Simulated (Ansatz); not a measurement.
**Nudged elastic band of Si (part 1 of 2)**

System: Si (defect cell, 17 atoms in the cell).
Method: DFT LDA, scalar-relativistic, plane waves, PAW, PAW set soft_1, no spin polarisation (Ansatz 0.2.0).

One setting was made poor on purpose. It belongs to a series of runs on one base structure; here: band between the two ends. Figures and captions count atoms from 1; the log counts them from 0 in places.

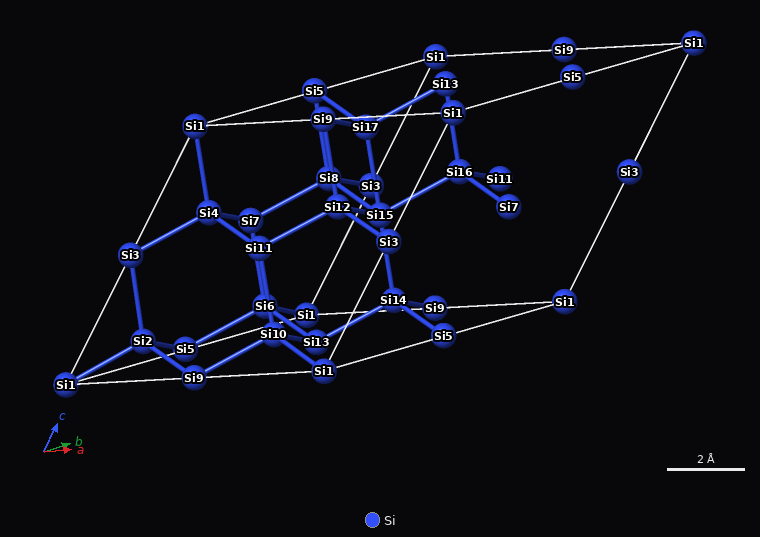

Figure 1. The structure as given in the input (ball-and-stick view of the cell of the calculation, seen at an oblique angle; atoms are numbered from 1 in the order of the input). Near neighbours in the crystal (not all of them lie inside the picture): Si has 4 Si at 2.32 to 2.39 Å; Si has 5 Si at 2.32 to 2.39 Å.

### The input
```yaml
crystal:
  lattice:
    - [0.0, 5.43, 5.43]
    - [5.43, 0.0, 5.43]
    - [5.43, 5.43, 0.0]
  atoms:
    - { symbol: Si, position: [0.00056059, 0.00096841, -0.00129283] }
    - { symbol: Si, position: [0.12201571, 0.1222976, 0.12805504] }
    - { symbol: Si, position: [0.00049615, 0.0007233, 0.50037868] }
    - { symbol: Si, position: [0.12512353, 0.12522782, 0.62502765] }
    - { symbol: Si, position: [-0.00562249, 0.50216861, 0.00202365] }
    - { symbol: Si, position: [0.12192498, 0.62845832, 0.12824211] }
    - { symbol: Si, position: [0.00090533, 0.49881338, 0.50057842] }
    - { symbol: Si, position: [0.12220563, 0.6282003, 0.62205122] }
    - { symbol: Si, position: [0.50183707, -0.00507863, 0.00181101] }
    - { symbol: Si, position: [0.62814496, 0.1223368, 0.12804372] }
    - { symbol: Si, position: [0.49876908, 0.00112681, 0.5003936] }
    - { symbol: Si, position: [0.62809435, 0.12238997, 0.62195042] }
    - { symbol: Si, position: [0.50204014, 0.50241251, 0.0017493] }
    - { symbol: Si, position: [0.62505633, 0.62559563, 0.12484176] }
    - { symbol: Si, position: [0.50219533, 0.50231889, 0.49416229] }
    - { symbol: Si, position: [0.62852175, 0.62863501, 0.62161478] }
    - { symbol: Si, position: [0.37516324, 0.37572547, 0.87491058] }
basis:
  ecutwfc: 420.0
kpoints:
  mp_grid: { grid: [2, 2, 2] }
hamiltonian:
  xc: lda
  pseudopotentials: { kind: paw, azcp: { folder: soft_1 } }
scf:
  occupations: { method: gaussian, width: 0.02 }
  lower_state_search: "off"
  max_iter: 64
neb:
  images: 2
  f_tol: 0.05
  max_iterations: 50
  order_check: false
  climbing: false
  final_atoms:
    - { symbol: Si, position: [-0.0009601, -0.00138971, 0.00119475] }
    - { symbol: Si, position: [0.12249929, 0.12241521, 0.12326463] }
    - { symbol: Si, position: [-0.00350819, -0.00352136, 0.50361395] }
    - { symbol: Si, position: [0.12254406, 0.12246606, 0.63185182] }
    - { symbol: Si, position: [-0.00341097, 0.50240761, -0.00290883] }
    - { symbol: Si, position: [0.12290013, 0.62928091, 0.12400415] }
    - { symbol: Si, position: [-0.00342875, 0.50241125, 0.50410948] }
    - { symbol: Si, position: [0.1261169, 0.62423164, 0.62491808] }
    - { symbol: Si, position: [0.50252119, -0.00345237, -0.00292374] }
    - { symbol: Si, position: [0.62971428, 0.12270683, 0.12387974] }
    - { symbol: Si, position: [0.50251938, -0.00346333, 0.50404757] }
    - { symbol: Si, position: [0.62425235, 0.12614062, 0.62489393] }
    - { symbol: Si, position: [0.50280228, 0.50262813, -0.00263844] }
    - { symbol: Si, position: [0.62437096, 0.62431254, 0.12622886] }
    - { symbol: Si, position: [0.49995843, 0.49997347, 0.50009399] }
    - { symbol: Si, position: [0.62435148, 0.62430058, 0.62524094] }
    - { symbol: Si, position: [0.24902048, 0.24858439, 1.25121169] }
```

Run on 1 thread of Arm Neoverse V2, 24 GiB of memory available, shared host.

Command:
```bash
ansatz run input.yaml --threads 1 --pin off --max-ram 3072MiB --backend cpu --events-out ev --progress --plain --runs-dir out
```

### What the program printed
```
Warning: neb: disabling space-group detection — the band's intermediate images generally break the endpoint symmetry, so no spatial operation reduces the k-mesh or symmetrises the density, except that a semilocal band can use its path's symmetry ahead of convergence; time reversal is kept, so that k and −k are solved as one point where they differ and the mesh holds both, and exact exchange and, on two spinor components, a DFT+U term hold to it where the run has them: on two components no moment then forms, and a state that bears one, which a typed moment (crystal.atoms[].spin; refused beside efield: under a hybrid functional) reaches, can lie lower, under hf by electronvolts; crystal.symmetry.detect: false (a key that needs symmetry detection or time reversal refuses this as the deck is read) with time_reversal: false beside it drops time reversal too
Warning: [file] the record states the generating functional pbe (its physics header spells it `PBE`), which answers neither for hamiltonian.xc's functional nor for the lda family's — results may be inconsistent (PPs are generated against a specific XC)
Engine: ansatz 0.2.0, aarch64-unknown-linux-gnu
Pseudopotentials: kind: paw
Pseudopotential: Si, paw, valence charge 4, recommended cutoff 420 eV (normal), [file]
Functional definition: SPW92
  exchange = slater_x
  correlation = pw_c
NEB image 0
Crystal: 17 atoms, lattice volume = 320.206 Å³
Basis set: ecut = 420 eV, 6231 PW (Γ)
Bands: 51, of which v1, the nominal top of the filled ones, is band 34 counted from 1 (33 counted from 0)
Symmetry: 1 space group operations
k-points: 8
Non-local potential: Si, projectors of the file, l = 0: 2, l = 1: 2, l = 2: 1
PAW form: soft (Blöchl's): semilocal exchange-correlation on the pseudo side does not see the compensation charge
PAW frozen core: Si, regenerated for the run's functional, and the local potential with it (the file was generated under x = pbe(κ = 0.804, μ = 0.2195149727645171), c = pbe(β = 0.06672455060314922))
PAW one-centre angular grid: Si, 110 points (default); XC on 64 Gauss nodes
Initial density: superposition of atomic densities (chi_scale 0.1, normalization cell)
Initial wavefunctions: pseudopotential atomic-orbital guess
Functional: x = slater, c = lda
SCF iter   1: F=—  HF=-10345.449684 eV  |F-HF|=—  |Δ(HF+E_count)|=         —  Δρ=4.50e-2  dr2=6.68e0  ethr=3.10e-3  ⟨swp⟩=9.5  Hψ=2395  notcnv=0  defer=22
preconditioner: auto → Resta (q_TF=auto, 2.107 Å⁻¹)  ε∞=5.5  [insulator: Δε(μ)=0.151 eV  Ē_g=8.100 eV  σ=0.020 eV  W_gap=0.65  n_scr=58 (ndim 8)  ℏωp=17.1 eV  f_vac=0.000  D(μ)=19.27/eV (n_scr^D=180)  ε∞_Penn≈5.5]
SCF iter   2: F=—  HF=-10343.975939 eV  |F-HF|=—  |Δ(HF+E_count)|=    1.47e0  Δρ=2.53e-2  dr2=2.16e0  ethr=3.10e-3  ⟨swp⟩=3.0  Hψ=800  notcnv=0  defer=58
SCF iter   3: F=—  HF=-10343.279987 eV  |F-HF|=—  |Δ(HF+E_count)|=   6.96e-1  Δρ=2.03e-3  dr2=1.51e-2  ethr=3.10e-3  ⟨swp⟩=2.6  Hψ=617  notcnv=0  defer=58
SCF iter   4: F=—  HF=-10343.281968 eV  |F-HF|=—  |Δ(HF+E_count)|=   1.98e-3  Δρ=7.82e-4  dr2=2.95e-3  ethr=2.23e-5  ⟨swp⟩=3.1  Hψ=626  notcnv=0  defer=77
SCF iter   5: F=—  HF=-10343.282336 eV  |F-HF|=—  |Δ(HF+E_count)|=   3.68e-4  Δρ=1.20e-4  dr2=1.78e-4  ethr=4.34e-6  ⟨swp⟩=2.0  Hψ=483  notcnv=0  defer=77
SCF iter   6: F=—  HF=-10343.282319 eV  |F-HF|=—  |Δ(HF+E_count)|=   1.68e-5  Δρ=2.56e-5  dr2=3.21e-6  ethr=2.61e-7  ⟨swp⟩=2.0  Hψ=531  notcnv=0  defer=77
SCF iter   7: F=—  HF=-10343.282297 eV  |F-HF|=—  |Δ(HF+E_count)|=   2.21e-5  Δρ=5.87e-6  dr2=2.32e-7  ethr=4.72e-9  ⟨swp⟩=2.0  Hψ=662  notcnv=0  defer=77
SCF iter   8: F=-10343.282297 eV  HF=-10343.282297 eV  |F-HF|=3.69e-10  |Δ(HF+E_count)|=   2.07e-8  Δρ=1.20e-6  dr2=7.49e-9  ethr=1.47e-10  ⟨swp⟩=4.0  Hψ=1253  notcnv=0
SCF 1 converged in 8 iterations: F = -10343.282297 eV  dr2 = 7.49e-9
  greatest PAW one-centre occupation: 0.718 electrons in one spin orbital (limit 2), on the Si atom at site 16 (counted from 0), in its partial waves of l = 0
NSCF: frozen V_eff on 8 k-points
NEB image 3
SCF iter   1: F=—  HF=-10345.448208 eV  |F-HF|=—  |Δ(HF+E_count)|=         —  Δρ=4.50e-2  dr2=6.67e0  ethr=3.10e-3  ⟨swp⟩=9.8  Hψ=2408  notcnv=0  defer=22
preconditioner: auto → Resta (q_TF=auto, 2.107 Å⁻¹)  ε∞=5.5  [insulator: Δε(μ)=0.147 eV  Ē_g=8.100 eV  σ=0.020 eV  W_gap=0.66  n_scr=58 (ndim 8)  ℏωp=17.1 eV  f_vac=0.000  D(μ)=19.28/eV (n_scr^D=180)  ε∞_Penn≈5.5]
SCF iter   2: F=—  HF=-10343.975781 eV  |F-HF|=—  |Δ(HF+E_count)|=    1.47e0  Δρ=2.53e-2  dr2=2.16e0  ethr=3.10e-3  ⟨swp⟩=3.0  Hψ=800  notcnv=0  defer=58
SCF iter   3: F=—  HF=-10343.279777 eV  |F-HF|=—  |Δ(HF+E_count)|=   6.96e-1  Δρ=2.03e-3  dr2=1.49e-2  ethr=3.10e-3  ⟨swp⟩=2.8  Hψ=618  notcnv=0  defer=58
SCF iter   4: F=—  HF=-10343.281811 eV  |F-HF|=—  |Δ(HF+E_count)|=   2.03e-3  Δρ=7.72e-4  dr2=2.92e-3  ethr=2.19e-5  ⟨swp⟩=3.1  Hψ=627  notcnv=0  defer=77
SCF iter   5: F=—  HF=-10343.282156 eV  |F-HF|=—  |Δ(HF+E_count)|=   3.44e-4  Δρ=1.21e-4  dr2=1.81e-4  ethr=4.29e-6  ⟨swp⟩=2.0  Hψ=489  notcnv=0  defer=77
SCF iter   6: F=—  HF=-10343.282134 eV  |F-HF|=—  |Δ(HF+E_count)|=   2.16e-5  Δρ=2.55e-5  dr2=3.24e-6  ethr=2.67e-7  ⟨swp⟩=2.0  Hψ=531  notcnv=0  defer=77
SCF iter   7: F=—  HF=-10343.282098 eV  |F-HF|=—  |Δ(HF+E_count)|=   3.57e-5  Δρ=5.91e-6  dr2=2.40e-7  ethr=4.77e-9  ⟨swp⟩=2.0  Hψ=662  notcnv=0  defer=77
SCF iter   8: F=-10343.282098 eV  HF=-10343.282098 eV  |F-HF|=3.84e-10  |Δ(HF+E_count)|=   2.18e-8  Δρ=1.22e-6  dr2=7.72e-9  ethr=1.47e-10  ⟨swp⟩=4.2  Hψ=1255  notcnv=0
SCF 2 converged in 8 iterations: F = -10343.282098 eV  dr2 = 7.72e-9
NSCF: frozen V_eff on 8 k-points
NEB end point (image 0): max|allowed force component| = 1.581e-2 eV/Å (the criterion of neb.relax_end_points is 1.000e-2)
NEB end point (image 3): max|allowed force component| = 2.728e-2 eV/Å (the criterion of neb.relax_end_points is 1.000e-2)
NEB image 1
SCF iter   1: F=—  HF=-10344.893617 eV  |F-HF|=—  |Δ(HF+E_count)|=         —  Δρ=4.60e-2  dr2=7.69e0  ethr=3.10e-3  ⟨swp⟩=9.0  Hψ=2447  notcnv=0  defer=34
preconditioner: auto → Resta (q_TF=auto, 2.107 Å⁻¹)  ε∞=5.4  [insulator: Δε(μ)=0.139 eV  Ē_g=8.120 eV  σ=0.020 eV  W_gap=0.66  n_scr=58 (ndim 8)  ℏωp=17.1 eV  f_vac=0.000  D(μ)=19.28/eV (n_scr^D=180)  ε∞_Penn≈5.4]
SCF iter   2: F=—  HF=-10343.172024 eV  |F-HF|=—  |Δ(HF+E_count)|=    1.72e0  Δρ=2.56e-2  dr2=2.25e0  ethr=3.10e-3  ⟨swp⟩=3.8  Hψ=807  notcnv=0  defer=94
SCF iter   3: F=—  HF=-10342.448829 eV  |F-HF|=—  |Δ(HF+E_count)|=   7.23e-1  Δρ=2.65e-3  dr2=5.13e-2  ethr=3.10e-3  ⟨swp⟩=2.5  Hψ=574  notcnv=0  defer=94
SCF iter   4: F=—  HF=-10342.443557 eV  |F-HF|=—  |Δ(HF+E_count)|=   5.27e-3  Δρ=1.13e-3  dr2=4.63e-3  ethr=7.55e-5  ⟨swp⟩=3.0  Hψ=608  notcnv=0  defer=94
SCF iter   5: F=—  HF=-10342.444530 eV  |F-HF|=—  |Δ(HF+E_count)|=   9.74e-4  Δρ=2.40e-4  dr2=3.59e-4  ethr=6.81e-6  ⟨swp⟩=2.1  Hψ=473  notcnv=0  defer=94
SCF iter   6: F=—  HF=-10342.444550 eV  |F-HF|=—  |Δ(HF+E_count)|=   1.95e-5  Δρ=5.50e-5  dr2=1.72e-5  ethr=5.29e-7  ⟨swp⟩=2.1  Hψ=513  notcnv=0  defer=94
SCF iter   7: F=—  HF=-10342.444514 eV  |F-HF|=—  |Δ(HF+E_count)|=   3.60e-5  Δρ=1.32e-5  dr2=1.13e-6  ethr=2.53e-8  ⟨swp⟩=2.6  Hψ=654  notcnv=0  defer=94
SCF iter   8: F=—  HF=-10342.444514 eV  |F-HF|=—  |Δ(HF+E_count)|=   3.18e-8  Δρ=4.91e-6  dr2=1.94e-7  ethr=1.47e-10  ⟨swp⟩=5.6  Hψ=1436  notcnv=0
SCF iter   9: F=-10342.444514 eV  HF=-10342.444514 eV  |F-HF|=5.76e-9  |Δ(HF+E_count)|=   2.15e-8  Δρ=1.39e-6  dr2=1.34e-8  ethr=1.47e-10  ⟨swp⟩=4.6  Hψ=1217  notcnv=0
SCF 3 converged in 9 iterations: F = -10342.444514 eV  dr2 = 1.34e-8
[...]
  greatest PAW one-centre occupation: 0.703 electrons in one spin orbital (limit 2), on the Si atom at site 16 (counted from 0), in its partial waves of l = 0
NEB image 2
preconditioner: auto → Resta (q_TF=auto, 2.107 Å⁻¹)  ε∞=5.4  [insulator: Δε(μ)=0.139 eV  Ē_g=8.121 eV  σ=0.020 eV  W_gap=0.64  n_scr=58 (ndim 8)  ℏωp=17.1 eV  f_vac=0.000  D(μ)=19.21/eV (n_scr^D=180)  ε∞_Penn≈5.4]
NEB iter   1: max|band force component| = 1.323e0 eV/Å  barrier→ = 0.8383 eV  barrier← = 0.8381 eV  Δτ_max = 0.1268 Å  (34 SCF iters)
NEB image 1
Initial density: handed on by an earlier stage of this run
Initial wavefunctions: those handed on with the density
preconditioner: auto → Kerker (q_TF=auto, 2.107 Å⁻¹)  [metal: Δε(μ)=0.001 eV  Ē_g=7.928 eV  σ=0.020 eV  W_gap=0.02  n_scr=58 (ndim 8)  ℏωp=17.1 eV  f_vac=0.000  D(μ)=14.22/eV (n_scr^D=136)]
preconditioner: auto → Resta (q_TF=auto, 2.107 Å⁻¹)  ε∞=5.7  [insulator: Δε(μ)=0.095 eV  Ē_g=7.931 eV  σ=0.020 eV  W_gap=0.53  n_scr=58 (ndim 8)  ℏωp=17.1 eV  f_vac=0.000  D(μ)=16.92/eV (n_scr^D=168)  ε∞_Penn≈5.7]
  greatest PAW one-centre occupation: 0.701 electrons in one spin orbital (limit 2), on the Si atom at site 16 (counted from 0), in its partial waves of l = 0
NEB image 2
preconditioner: auto → Kerker (q_TF=auto, 2.107 Å⁻¹)  [metal: Δε(μ)=0.003 eV  Ē_g=7.928 eV  σ=0.020 eV  W_gap=0.07  n_scr=58 (ndim 8)  ℏωp=17.1 eV  f_vac=0.000  D(μ)=14.21/eV (n_scr^D=112)]
preconditioner: auto → Resta (q_TF=auto, 2.107 Å⁻¹)  ε∞=5.7  [insulator: Δε(μ)=0.091 eV  Ē_g=7.931 eV  σ=0.020 eV  W_gap=0.51  n_scr=58 (ndim 8)  ℏωp=17.1 eV  f_vac=0.000  D(μ)=17.46/eV (n_scr^D=168)  ε∞_Penn≈5.7]
NEB iter   2: max|band force component| = 6.936e-1 eV/Å  barrier→ = 0.5129 eV  barrier← = 0.5127 eV  Δτ_max = 0.1923 Å  (16 SCF iters)
[... from here on the SCF iterations and repeated set-up lines of each step are left out, up to the last step ...]
NEB image 1
NEB image 2
NEB iter   3: max|band force component| = 1.607e-1 eV/Å  barrier→ = 0.3615 eV  barrier← = 0.3613 eV  Δτ_max = 0.0814 Å  (16 SCF iters)
NEB image 1
NEB image 2
NEB iter   4: max|band force component| = 1.062e-1 eV/Å  barrier→ = 0.3163 eV  barrier← = 0.3161 eV  Δτ_max = 0.1348 Å  (14 SCF iters)
NEB image 1
NEB image 2
NEB iter   5: max|band force component| = 1.825e-1 eV/Å  barrier→ = 0.3081 eV  barrier← = 0.3079 eV  Δτ_max = 0.0608 Å  (14 SCF iters)
NEB image 1
preconditioner: auto → Resta (q_TF=auto, 2.107 Å⁻¹)  ε∞=5.7  [insulator: Δε(μ)=0.027 eV  Ē_g=7.880 eV  σ=0.020 eV  W_gap=0.57  n_scr=58 (ndim 8)  ℏωp=17.1 eV  f_vac=0.000  D(μ)=23.50/eV (n_scr^D=258)  ε∞_Penn≈5.7]
  greatest PAW one-centre occupation: 0.693 electrons in one spin orbital (limit 2), on the Si atom at site 16 (counted from 0), in its partial waves of l = 0
NEB image 2
preconditioner: auto → Resta (q_TF=auto, 2.107 Å⁻¹)  ε∞=5.7  [insulator: Δε(μ)=0.023 eV  Ē_g=7.881 eV  σ=0.020 eV  W_gap=0.53  n_scr=58 (ndim 8)  ℏωp=17.1 eV  f_vac=0.000  D(μ)=23.72/eV (n_scr^D=282)  ε∞_Penn≈5.7]
NEB image 2
NSCF: frozen V_eff on 8 k-points
NEB image 1
NSCF: frozen V_eff on 8 k-points
the band table was solved once a step of the walk had ended and its energy, with any forces and stress, was formed, with the checks that follow a solve (2221 applications of the Hamiltonian). They found nothing against the state; the energy, forces and stress were not computed again (output.eigenvalues in the input reference)
NEB iter   6: max|band force component| = 3.982e-2 eV/Å  barrier→ = 0.2925 eV  barrier← = 0.2923 eV  Δτ_max = 0.0000 Å  (12 SCF iters)
```

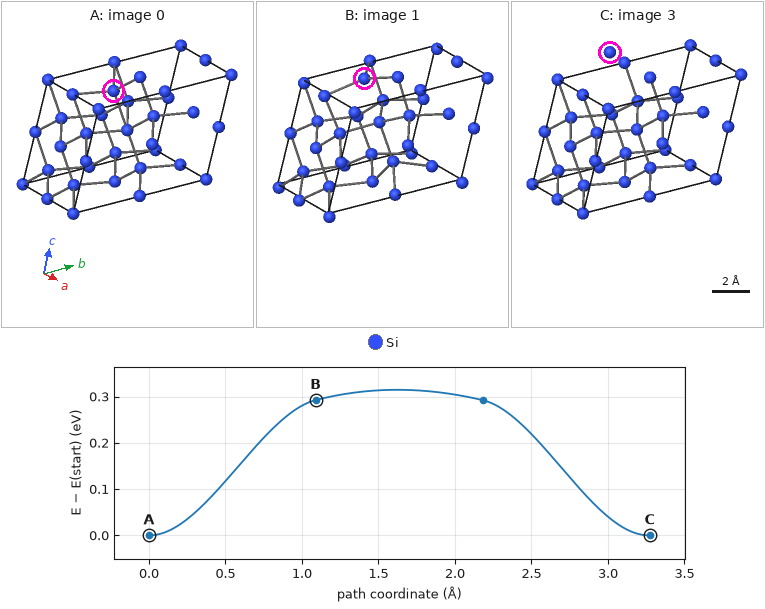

Figure 2. Images of the last band (counted from 0; ball-and-stick, reduced simulation cell, seen slightly off an axis), with the moving atom and its periodic copies ringed, above the energy along the path; the line is a cubic interpolation that uses the forces. The highest image is number 1, 0.292 eV above the start and 0.292 eV above the end; start and end have the same energy. The path is 3.27 Å long, and Si17 moves most (2.36 Å). The band converged in 6 iterations.
